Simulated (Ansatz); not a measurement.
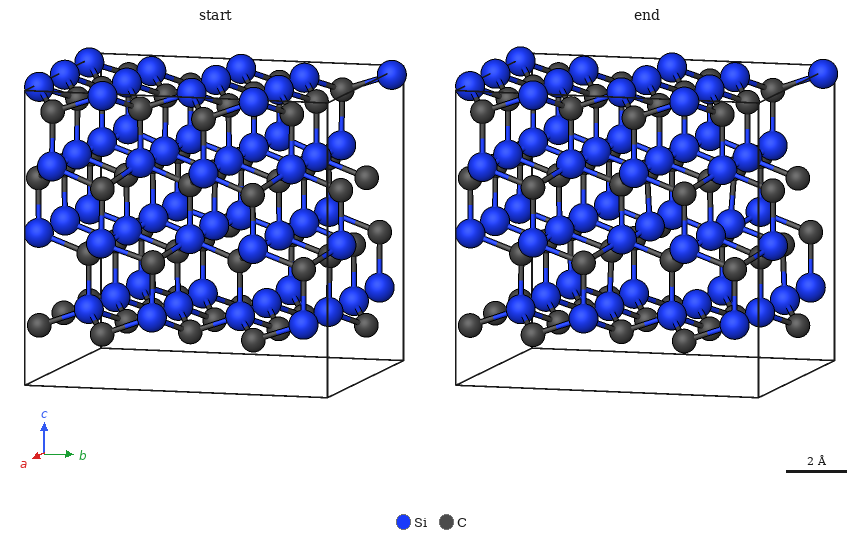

The structure of a defect cell of composition Si48C47 before (left) and after (right) a relaxation, at one scale.

Style: ball-and-stick. Shown: the cell of the calculation (origin shifted), slightly off an axis.

Level of theory: DFT, PBEsol, PAW, plane waves in Ansatz 0.2.0. Set-up: plane-wave cutoff 420 eV; k-point mesh 1 × 1 × 1; mesh shifted by (0.25, 0.25, 0.25); collinear spin; atoms relaxed in a fixed cell; force threshold 0.03 eV/Å; at most 80 steps.

> Describe what moved and what it gained.

The atom that moves furthest is a Si atom (0.19 Å along [−3 2 −1]). By element the largest moves are Si 0.19 Å, C 0.13 Å. The cell doesn't change. Some distances before and after: Si–Si 3.141 → 2.787 Å, C–Si 1.808 → 1.900 Å, C–Si 1.962 → 1.885 Å, C–Si 1.877 → 1.937 Å. Among the angles between lasting bonds that change: C–Si–C 112.3° → 105.5°, C–Si–C 110.1° → 104.4°, C–Si–C 111.1° → 105.6°. Over 8 accepted moves (10 points after the start) the energy falls by 1.603 eV per cell of the calculation. The largest force component goes from 1.4 to 0.019 eV/Å. The line search rejected the trial steps at points 4, 6 of the run.
